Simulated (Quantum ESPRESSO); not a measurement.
**Run report: Bi2Te3, band-structure run (part 1 of 3)**

Bi2Te3 (R-3m, 5 atoms in the cell), computed with Kohn-Sham DFT of a periodic cell, PBEsol, PseudoDojo 0.4.1 SR PBEsol standard, no spin polarisation (Quantum ESPRESSO 7.5).

The structure derives from an entry of the Crystallography Open Database.

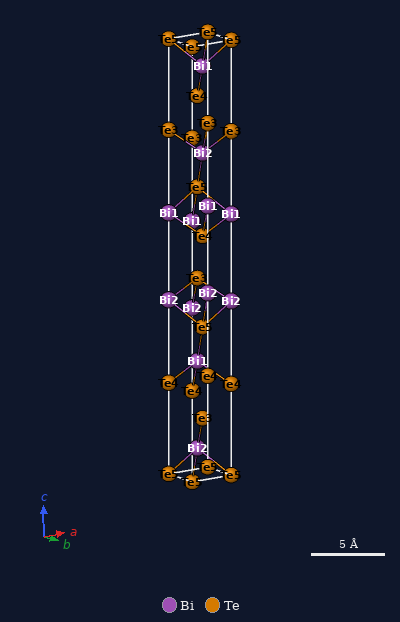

**Figure 1.** The input geometry (ball-and-stick view of the cell 3 times as large as that of the calculation, set on its symmetry axes, seen at an oblique angle; atoms are numbered from 1 in the order of the input).

**The input**
```
&CONTROL
  calculation = 'scf'
  prefix = 'pwscf'
  outdir = './tmp'
  pseudo_dir = './pseudo'
  tprnfor = .true.
  tstress = .true.
  disk_io = 'low'
/
&SYSTEM
  ibrav = 0
  celldm(1) = 8
  nat = 5
  ntyp = 2
  ecutwfc = 80
  nbnd = 51
  occupations = 'smearing'
  smearing = 'fd'
  degauss = 0.00367493
/
&ELECTRONS
  conv_thr = 1d-09
  electron_maxstep = 120
  mixing_beta = 0.5
/
ATOMIC_SPECIES
Bi   208.9804 Bi.upf
Te   127.6000 Te.upf
CELL_PARAMETERS alat
  0.5180211739130   0.2990796641969   2.4012907342875
 -0.5180211739130   0.2990796641969   2.4012907342875
  0.0000000000000  -0.5981593284173   2.4012907342875
ATOMIC_POSITIONS crystal
Bi     0.6000000000    0.6000000000    0.6000000000
Bi     0.4000000000    0.4000000000    0.4000000000
Te     0.7905000000    0.7905000000    0.7905000000
Te     0.2095000000    0.2095000000    0.2095000000
Te     0.0000000000    0.0000000000    0.0000000000
K_POINTS automatic
7 7 7 0 0 0
```

**File bands.in**
```
&CONTROL
  calculation = 'bands'
  prefix = 'pwscf'
  outdir = './tmp'
  pseudo_dir = './pseudo'
  disk_io = 'low'
  verbosity = 'high'
/
&SYSTEM
  ibrav = 0
  celldm(1) = 8
  nat = 5
  ntyp = 2
  ecutwfc = 80
  nbnd = 51
  occupations = 'smearing'
  smearing = 'fd'
  degauss = 0.00367493
/
&ELECTRONS
  conv_thr = 1d-08
  electron_maxstep = 120
  mixing_beta = 0.5
  diago_full_acc = .true.
  startingwfc = 'random'
/
ATOMIC_SPECIES
Bi   208.9804 Bi.upf
Te   127.6000 Te.upf
CELL_PARAMETERS alat
  0.5180211739130   0.2990796641969   2.4012907342875
 -0.5180211739130   0.2990796641969   2.4012907342875
  0.0000000000000  -0.5981593284173   2.4012907342875
ATOMIC_POSITIONS crystal
Bi     0.6000000000    0.6000000000    0.6000000000
Bi     0.4000000000    0.4000000000    0.4000000000
Te     0.7905000000    0.7905000000    0.7905000000
Te     0.2095000000    0.2095000000    0.2095000000
Te     0.0000000000    0.0000000000    0.0000000000
K_POINTS crystal
60
 0.0000000000  0.0000000000  0.0000000000 1
 0.0555555556  0.0000000000  0.0000000000 1
 0.1111111111  0.0000000000  0.0000000000 1
 0.1666666667  0.0000000000  0.0000000000 1
 0.2222222222  0.0000000000  0.0000000000 1
 0.2777777778  0.0000000000  0.0000000000 1
 0.3333333333  0.0000000000  0.0000000000 1
 0.3888888889  0.0000000000  0.0000000000 1
 0.4444444444  0.0000000000  0.0000000000 1
 0.5000000000  0.0000000000  0.0000000000 1
 0.5000000000  0.0354016785 -0.0354016785 1
 0.5000000000  0.0708033570 -0.0708033570 1
 0.5000000000  0.1062050355 -0.1062050355 1
 0.5000000000  0.1416067140 -0.1416067140 1
 0.5000000000  0.1770083925 -0.1770083925 1
 0.8229916075  0.5000000000  0.1770083925 1
 0.7906924468  0.5000000000  0.2093075532 1
 0.7583932860  0.5000000000  0.2416067140 1
 0.7260941253  0.5000000000  0.2739058747 1
 0.6937949645  0.5000000000  0.3062050355 1
 0.6614958038  0.5000000000  0.3385041962 1
 0.6291966430  0.5000000000  0.3708033570 1
 0.5968974823  0.5000000000  0.4031025177 1
 0.5645983215  0.5000000000  0.4354016785 1
 0.5322991608  0.5000000000  0.4677008392 1
 0.5000000000  0.5000000000  0.5000000000 1
 0.3333333333  0.3333333333  0.3333333333 1
 0.1666666667  0.1666666667  0.1666666667 1
 0.0000000000  0.0000000000  0.0000000000 1
 0.0307731087  0.0000000000 -0.0307731087 1
 0.0615462175  0.0000000000 -0.0615462175 1
 0.0923193262  0.0000000000 -0.0923193262 1
 0.1230924350  0.0000000000 -0.1230924350 1
 0.1538655437  0.0000000000 -0.1538655437 1
 0.1846386525  0.0000000000 -0.1846386525 1
 0.2154117612  0.0000000000 -0.2154117612 1
 0.2461848700  0.0000000000 -0.2461848700 1
 0.2769579787  0.0000000000 -0.2769579787 1
 0.3077310875  0.0000000000 -0.3077310875 1
 0.3385041962  0.0000000000 -0.3385041962 1
 0.6614958038  0.3385041962  0.0000000000 1
 0.6291966430  0.3708033570  0.0000000000 1
 0.5968974823  0.4031025177  0.0000000000 1
 0.5645983215  0.4354016785  0.0000000000 1
 0.5322991608  0.4677008392  0.0000000000 1
 0.5000000000  0.5000000000  0.0000000000 1
 0.6614958038  0.6614958038  0.1770083925 1
 0.6453462234  0.6453462234  0.2093075532 1
 0.6291966430  0.6291966430  0.2416067140 1
 0.6130470626  0.6130470626  0.2739058747 1
 0.5968974823  0.5968974823  0.3062050355 1
 0.5807479019  0.5807479019  0.3385041962 1
 0.5645983215  0.5645983215  0.3708033570 1
 0.5484487411  0.5484487411  0.4031025177 1
 0.5322991608  0.5322991608  0.4354016785 1
 0.5161495804  0.5161495804  0.4677008392 1
 0.5000000000  0.5000000000  0.5000000000 1
 0.5000000000  0.0000000000  0.0000000000 1
 0.6614958038  0.1692520981  0.1692520981 1
 0.8229916075  0.3385041962  0.3385041962 1
```

Run on 2 threads of AMD EPYC (Zen 5), 24 GiB of memory available, shared host.

Launch command:
```bash
OMP_NUM_THREADS=1 mpirun -n 2 pw.x -nk 2 -in pw.in > pw.out
OMP_NUM_THREADS=1 mpirun -n 2 pw.x -nk 2 -in bands.in > bands.out
```

**What the program printed**
```
This program is part of the open-source Quantum ESPRESSO suite
     for quantum simulation of materials; please cite
         "P. Giannozzi et al., J. Phys.:Condens. Matter 21 395502 (2009);
         "P. Giannozzi et al., J. Phys.:Condens. Matter 29 465901 (2017);
         "P. Giannozzi et al., J. Chem. Phys. 152 154105 (2020);
          URL
     in publications or presentations arising from this work. More details at

     Message from routine setup:
     using ibrav=0 with symmetry is DISCOURAGED, use correct ibrav instead

     K-points division:     npool     =       2
     Subspace diagonalization in iterative solution of the eigenvalue problem:
     a serial algorithm will be used

     G-vector sticks info
     --------------------
     sticks:   dense  smooth     PW     G-vecs:    dense   smooth      PW
     Sum        4089    4089   1195               110629   110629   17591

     Using Slab Decomposition

     bravais-lattice index     =            0
     lattice parameter (alat)  =       8.0000  a.u.
     unit-cell volume          =    1142.8793 (a.u.)^3
     number of atoms/cell      =            5
     number of atomic types    =            2
     number of electrons       =        78.00
     number of Kohn-Sham states=           51
     kinetic-energy cutoff     =      80.0000  Ry
     charge density cutoff     =     320.0000  Ry
     scf convergence threshold =      1.0E-09
     mixing beta               =       0.5000
     number of iterations used =            8  plain     mixing
     Exchange-correlation= PBESOL
                           (   1   4  10   8   0   0   0)

     celldm(1)=   8.000000  celldm(2)=   0.000000  celldm(3)=   0.000000
     celldm(4)=   0.000000  celldm(5)=   0.000000  celldm(6)=   0.000000

     crystal axes: (cart. coord. in units of alat)
               a(1) = (   0.518021   0.299080   2.401291 )
               a(2) = (  -0.518021   0.299080   2.401291 )
               a(3) = (   0.000000  -0.598159   2.401291 )

     reciprocal axes: (cart. coord. in units 2 pi/alat)
               b(1) = (  0.965212  0.557265  0.138814 )
               b(2) = ( -0.965212  0.557265  0.138814 )
               b(3) = ( -0.000000 -1.114530  0.138814 )

     PseudoPot. # 1 for Bi read from file:
     Bi.upf
     Pseudo is Norm-conserving + core correction, Zval = 15.0
     Generated using ONCVPSP code by D. R. Hamann
     Using radial grid of 1472 points,  6 beta functions with:
                l(1) =   0
                l(2) =   0
                l(3) =   1
                l(4) =   1
                l(5) =   2
                l(6) =   2

     PseudoPot. # 2 for Te read from file:
     Te.upf
     Pseudo is Norm-conserving + core correction, Zval = 16.0
     Generated using ONCVPSP code by D. R. Hamann
     Using radial grid of 1294 points,  6 beta functions with:
                l(1) =   0
                l(2) =   0
                l(3) =   1
                l(4) =   1
                l(5) =   2
                l(6) =   2

     atomic species   valence    mass     pseudopotential
     Bi               15.00   208.98040     Bi( 1.00)
     Te               16.00   127.60000     Te( 1.00)

     12 Sym. Ops., with inversion, found

   Cartesian axes

     site n.     atom                  positions (alat units)
         1        Bi     tau(   1) = (  -0.0000000  -0.0000000   4.3223233  )
         2        Bi     tau(   2) = (   0.0000000  -0.0000000   2.8815489  )
         3        Te     tau(   3) = (   0.0000000  -0.0000000   5.6946610  )
         4        Te     tau(   4) = (  -0.0000000  -0.0000000   1.5092112  )
         5        Te     tau(   5) = (   0.0000000   0.0000000   0.0000000  )

     number of k points=    44  Fermi-Dirac smearing, width (Ry)=  0.0037
                       cart. coord. in units 2pi/alat
        k(    1) = (   0.0000000   0.0000000   0.0000000), wk =   0.0058309
        k(    2) = (  -0.0000000  -0.1592186   0.0198306), wk =   0.0349854
        k(    3) = (  -0.0000000  -0.3184372   0.0396612), wk =   0.0349854
        k(    4) = (  -0.0000000  -0.4776558   0.0594918), wk =   0.0349854
        k(    5) = (  -0.1378874  -0.0796093   0.0396612), wk =   0.0349854
        k(    6) = (  -0.1378874  -0.2388279   0.0594918), wk =   0.0699708
        k(    7) = (  -0.1378874  -0.3980465   0.0793224), wk =   0.0699708
        k(    8) = (  -0.1378874   0.5572651  -0.0396612), wk =   0.0699708
        k(    9) = (  -0.1378874   0.3980465  -0.0198306), wk =   0.0699708
        k(   10) = (  -0.1378874   0.2388279   0.0000000), wk =   0.0349854
        k(   11) = (  -0.2757747  -0.1592186   0.0793224), wk =   0.0349854
        k(   12) = (  -0.2757747  -0.3184372   0.0991530), wk =   0.0699708
        k(   13) = (  -0.2757747   0.6368744  -0.0198306), wk =   0.0699708
        k(   14) = (  -0.2757747   0.4776558   0.0000000), wk =   0.0349854
        k(   15) = (  -0.4136621  -0.2388279   0.1189836), wk =   0.0349854
        k(   16) = (  -0.4136621   0.7164837   0.0000000), wk =   0.0349854
        k(   17) = (  -0.0000000   0.0000000   0.0594918), wk =   0.0116618
        k(   18) = (  -0.0000000  -0.1592186   0.0793224), wk =   0.0349854
        k(   19) = (  -0.0000000  -0.3184372   0.0991530), wk =   0.0349854
        k(   20) = (  -0.0000000   0.6368744  -0.0198306), wk =   0.0349854
        k(   21) = (  -0.0000000   0.4776558   0.0000000), wk =   0.0349854
        k(   22) = (  -0.0000000   0.3184372   0.0198306), wk =   0.0349854
        k(   23) = (  -0.1378874  -0.0796093   0.0991530), wk =   0.0349854
        k(   24) = (  -0.1378874  -0.2388279   0.1189836), wk =   0.0699708
        k(   25) = (  -0.1378874   0.7164837   0.0000000), wk =   0.0699708
        k(   26) = (  -0.1378874   0.5572651   0.0198306), wk =   0.0699708
        k(   27) = (  -0.1378874   0.3980465   0.0396612), wk =   0.0699708
        k(   28) = (  -0.2757747  -0.1592186   0.1388142), wk =   0.0349854
        k(   29) = (  -0.2757747   0.7960930   0.0198306), wk =   0.0699708
        k(   30) = (  -0.2757747   0.6368744   0.0396612), wk =   0.0699708
        k(   31) = (  -0.2757747   0.4776558   0.0594918), wk =   0.0699708
        k(   32) = (   0.5515494   0.3184372  -0.0991530), wk =   0.0349854
        k(   33) = (   0.5515494   0.1592186  -0.0793224), wk =   0.0699708
        k(   34) = (   0.4136621   0.2388279  -0.0594918), wk =   0.0349854
        k(   35) = (  -0.0000000   0.0000000   0.1189836), wk =   0.0116618
        k(   36) = (  -0.0000000  -0.1592186   0.1388142), wk =   0.0349854
        k(   37) = (  -0.0000000   0.7960930   0.0198306), wk =   0.0349854
        k(   38) = (  -0.0000000   0.6368744   0.0396612), wk =   0.0349854
        k(   39) = (  -0.1378874  -0.0796093   0.1586448), wk =   0.0349854
        k(   40) = (  -0.1378874   0.8757023   0.0396612), wk =   0.0699708
        k(   41) = (  -0.1378874   0.7164837   0.0594918), wk =   0.0699708
        k(   42) = (   0.6894368   0.3980465  -0.0793224), wk =   0.0349854
        k(   43) = (  -0.0000000   0.0000000   0.1784754), wk =   0.0116618
        k(   44) = (  -0.0000000   0.9553116   0.0594918), wk =   0.0349854

     Dense  grid:   110629 G-vectors     FFT dimensions: ( 120, 120, 120)

     Initial potential from superposition of free atoms

     starting charge      77.9979, renormalised to      78.0000
     Starting wfcs are   45 randomized atomic wfcs +    6 random wfcs

     Self-consistent Calculation

     iteration #  1     ecut=    80.00 Ry     beta= 0.50
     Davidson diagonalization with overlap
     ethr =  1.00E-02,  avg # of iterations =  6.2

     Threshold (ethr) on eigenvalues was too large:
     Diagonalizing with lowered threshold

     Davidson diagonalization with overlap
     ethr =  1.19E-04,  avg # of iterations =  7.7

     total energy              =    -955.84057287 Ry
     estimated scf accuracy    <       0.09034773 Ry

     iteration #  2     ecut=    80.00 Ry     beta= 0.50
     Davidson diagonalization with overlap
     ethr =  1.16E-04,  avg # of iterations =  3.7

     total energy              =    -955.82603802 Ry
     estimated scf accuracy    <       0.23418412 Ry

     iteration #  3     ecut=    80.00 Ry     beta= 0.50
     Davidson diagonalization with overlap
     ethr =  1.16E-04,  avg # of iterations =  3.5

     total energy              =    -955.86186898 Ry
     estimated scf accuracy    <       0.08737352 Ry

     iteration #  4     ecut=    80.00 Ry     beta= 0.50
     Davidson diagonalization with overlap
     ethr =  1.12E-04,  avg # of iterations =  1.2

     total energy              =    -955.87070962 Ry
     estimated scf accuracy    <       0.00119504 Ry

     iteration #  5     ecut=    80.00 Ry     beta= 0.50
     Davidson diagonalization with overlap
     ethr =  1.53E-06,  avg # of iterations =  6.8

     total energy              =    -955.87083477 Ry
     estimated scf accuracy    <       0.00005582 Ry

     iteration #  6     ecut=    80.00 Ry     beta= 0.50
     Davidson diagonalization with overlap
     ethr =  7.16E-08,  avg # of iterations =  2.0

     total energy              =    -955.87083933 Ry
     estimated scf accuracy    <       0.00000399 Ry

     iteration #  7     ecut=    80.00 Ry     beta= 0.50
     Davidson diagonalization with overlap
     ethr =  5.12E-09,  avg # of iterations =  2.0

     total energy              =    -955.87083994 Ry
     estimated scf accuracy    <       0.00000027 Ry

     iteration #  8     ecut=    80.00 Ry     beta= 0.50
     Davidson diagonalization with overlap
     ethr =  3.42E-10,  avg # of iterations =  2.2

     total energy              =    -955.87083999 Ry
     estimated scf accuracy    <       0.00000002 Ry

     iteration #  9     ecut=    80.00 Ry     beta= 0.50
     Davidson diagonalization with overlap
     ethr =  2.81E-11,  avg # of iterations =  2.1

     total energy              =    -955.87083999 Ry
     estimated scf accuracy    <          1.9E-09 Ry

     iteration # 10     ecut=    80.00 Ry     beta= 0.50
     Davidson diagonalization with overlap
     ethr =  2.49E-12,  avg # of iterations =  2.2

     End of self-consistent calculation

          k = 0.0000 0.0000 0.0000 ( 13861 PWs)   bands (ev):
```
